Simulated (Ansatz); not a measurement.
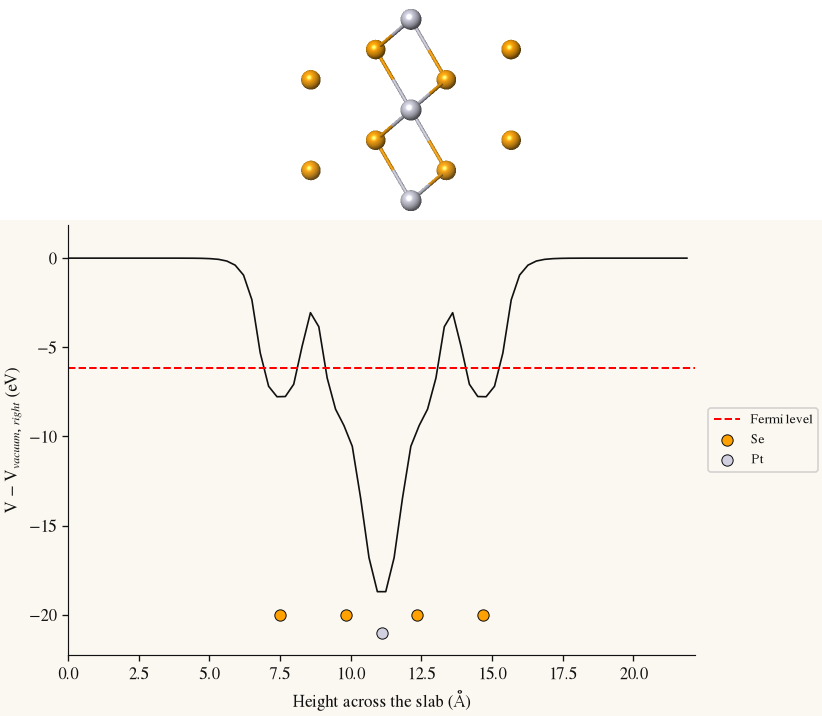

Plane-averaged electrostatic potential energy of an electron across the slab; circles at the bottom mark the heights of the atoms. The structure is drawn too.

Input of the run:

```
crystal:
  lattice:
    - [3.7603063796, 0.0, 0.0]
    - [-1.8801531898, 3.2565208507, 0.0]
    - [0.0, 0.0, 22.1900263333]
  atoms:
    - { symbol: Se, position: [0.3333333333, 0.6666666667, 0.3379896845] }
    - { symbol: Se, position: [0.6666666667, 0.3333333333, 0.4428469366] }
    - { symbol: Pt, position: [0.0, 0.0, 0.5] }
    - { symbol: Se, position: [0.3333333333, 0.6666666667, 0.5571530634] }
    - { symbol: Se, position: [0.6666666667, 0.3333333333, 0.6620103155] }
basis:
  ecutwfc: 420
kpoints:
  mp_grid: { grid: [13, 13, 1] }
hamiltonian:
  xc: pbesol
scf:
  occupations: { method: gaussian, width: 0.1 }
output:
  forces: true
  stress: true
  eigenvalues: true
efield:
  axis: 3
  dipole_correction: true
  ramp_width: 0.04
```

Launched with:
```bash
ansatz run input.yaml --threads 2 --pin off --max-ram 5632MiB --backend cpu --events-out ev --progress --plain --runs-dir out
```

Read off the work function of each face.

Answer. The work function is 6.16 eV, the same on both faces. The two vacuum levels agree, so the slab has no net dipole along its normal.

How thick are slab and vacuum?

Answer. The outermost atoms are 7.2 Å apart, which leaves 15.0 Å of vacuum in a cell 22.2 Å high.

The atoms aren't at rest in this cell (largest force 0.9 eV/Å), so the relaxed material can differ. Spin-orbit coupling is left out, which matters for Pt.
